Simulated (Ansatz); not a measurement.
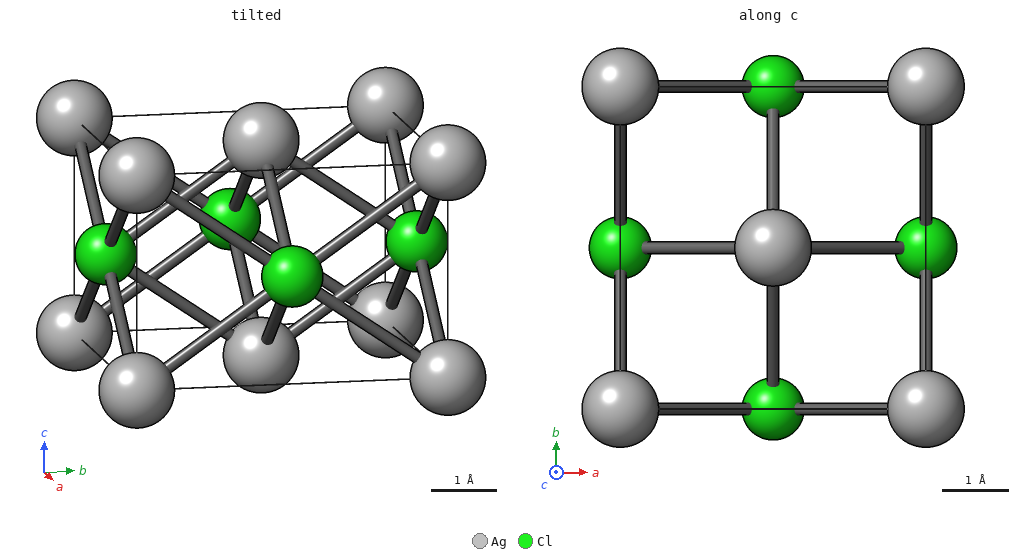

An orthographic ball-and-stick view of the structure, slightly off an axis and along the c axis. The edges of the conventional unit cell are marked.

AgCl, space group Cmmm (No. 65), a = 4.673 Å, b = 4.931 Å, c = 3.396 Å, α = 90.00°, β = 90.00°, γ = 90.00°. Provenance: a structure type filled with these elements by a generator (whether the compound takes this form wasn't checked). The cell was then strained or its atoms displaced on purpose. It went into a calculation with Ansatz.

This one geometry was computed with Ansatz (DFT, plane waves, PAW) at three levels of theory: PBE, HSE06 and r2SCAN. It was relaxed with r2SCAN and then strained.

### Which level gives the highest pressure at this volume, and what does that say about its equilibrium volume?

Highest: PBE (1.7 GPa) and HSE06 (1.4 GPa), which points to the largest equilibrium volume. Lowest, with the smallest volume: r2SCAN (0.1 GPa). Levels within 0.5 GPa of each other can't be told apart.

### How does the band gap change with the level of theory?

PBE: a gap of 0.43 eV, indirect; r2SCAN: a gap of 1.06 eV, indirect; HSE06: a gap of 1.84 eV, indirect.

### Collect the results in a table.

| level | cutoff (eV) | k-mesh of the run's cell | gap (eV) | pressure (GPa) |
| --- | --- | --- | --- | --- |
| PBE | 420 | 8×8×8 | 0.43 | 1.7 |
| HSE06 | 420 | 6×6×6 | 1.84 | 1.4 |
| r2SCAN | 500 | 8×8×8 | 1.06 | 0.1 |

Gaps are taken on the k-mesh or band path of each run.
